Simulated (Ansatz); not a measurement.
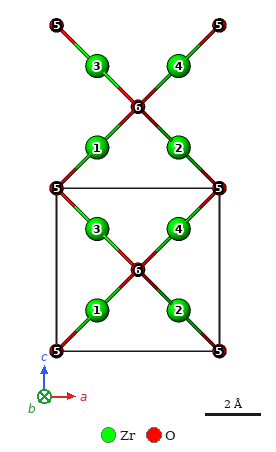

This is the input geometry for a relaxation of solid Zr2O (a generated structure, set up in Pn-3m) (coarse preliminary run). Style: ball-and-stick. Shown: the cell of the calculation, repeated 1 × 1 × 2 with one cell outlined, along the b axis.

Case: Pb → Zr on all its sites, cell and atoms relaxed.

The calculation used Ansatz, DFT PBEsol, scalar-relativistic, plane waves, PAW.

Input
```yaml
crystal:
  lattice:
    - [5.9491805894, 0.0, 0.0]
    - [0.0, 5.9491805894, 0.0]
    - [0.0, 0.0, 5.9491805894]
  atoms:
    - { symbol: Zr, position: [0.25, 0.25, 0.25] }
    - { symbol: Zr, position: [0.75, 0.75, 0.25] }
    - { symbol: Zr, position: [0.25, 0.75, 0.75] }
    - { symbol: Zr, position: [0.75, 0.25, 0.75] }
    - { symbol: O, position: [0.0, 0.0, 0.0] }
    - { symbol: O, position: [0.5, 0.5, 0.5] }
basis:
  ecutwfc: 420
kpoints:
  mp_grid: { grid: [4, 4, 4] }
hamiltonian:
  xc: pbesol
scf:
  occupations: { method: gaussian, width: 0.1 }
output:
  forces: true
  stress: true
  eigenvalues: true
relax:
  adjacent_minimum: "off"
  f_tol: 0.05
  max_steps: 60
  cell: { stress_tol: 0.5 }
```

Command:
```bash
ansatz run input.yaml --threads 1 --pin off --max-ram 2560MiB --backend cpu --events-out ev --progress --plain --runs-dir out
```

### Where does the relaxation end?

The atoms keep their places relative to the cell (all moves are under 0.005 Å). The volume changes by −47.5 %, with a = b = c 5.949 → 4.801 Å (−19.3 %). Near-neighbour distances that change, for instance: Zr1–Zr2 4.207 → 3.395 Å, Zr1–O5 2.576 → 2.079 Å. The space group stays Pn-3m (No. 224). The energy falls by 12.785 eV per cell of the calculation in 5 accepted moves (6 points after the start). All forces vanish by symmetry, so only the cell relaxes. The pressure goes from −22.83 to −0.36 GPa. The SCF was repeated once at an unchanged geometry on a basis and grid sized afresh for the cell, which shifted the energy by 14.0 meV per cell of the calculation at most.

The end point in the same view:

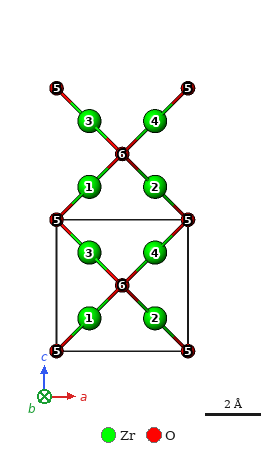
